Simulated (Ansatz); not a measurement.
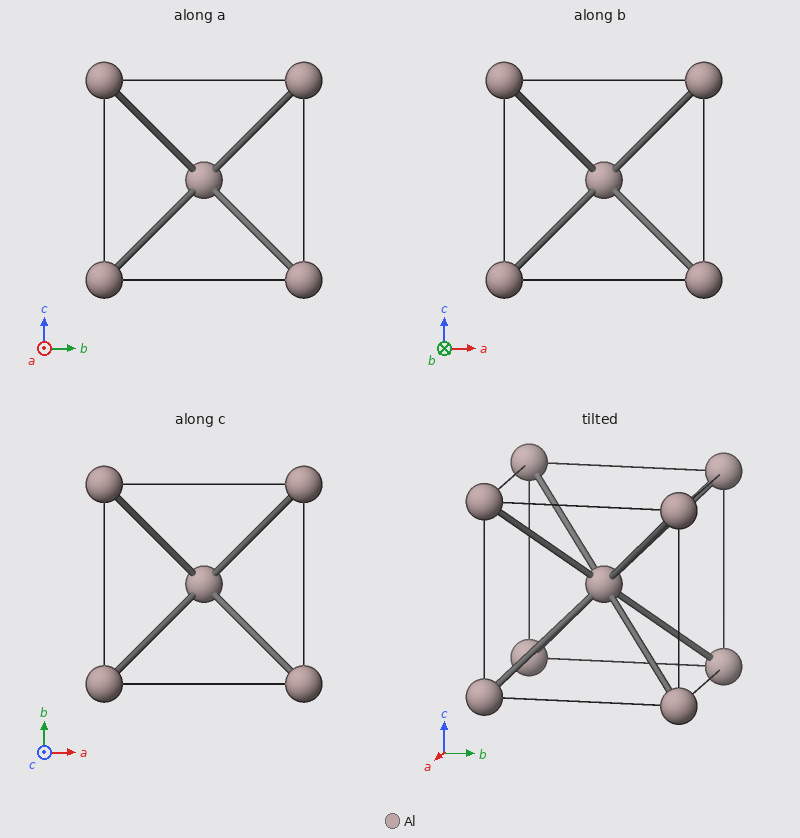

Structure drawing (ball-and-stick), viewed along the a axis, along the b axis, along the c axis and slightly off an axis. One conventional unit cell is framed, with atoms on its boundary repeated.

Lattice parameters: a = 3.1890 Å, b = 3.1890 Å, c = 3.1890 Å, α = 90.000°, β = 90.000°, γ = 90.000°.

**Record the structure as a CIF with its space group and independent sites.**

```cif
data_structure
_symmetry_space_group_name_H-M 'I m -3 m'
_symmetry_Int_Tables_number 229
_cell_length_a 3.1890
_cell_length_b 3.1890
_cell_length_c 3.1890
_cell_angle_alpha 90.000
_cell_angle_beta 90.000
_cell_angle_gamma 90.000
_cell_volume 32.43
loop_
_atom_site_label
_atom_site_type_symbol
_atom_site_symmetry_multiplicity
_atom_site_Wyckoff_symbol
_atom_site_fract_x
_atom_site_fract_y
_atom_site_fract_z
_atom_site_occupancy
Al1 Al 2 a 0.0000 0.0000 0.0000 1
```

The structure was taken from a structure type filled with this element by a generator (whether the element takes this form wasn't checked). A relaxation with Ansatz, DFT r2SCAN, scalar-relativistic, plane waves, PAW gave the geometry drawn.
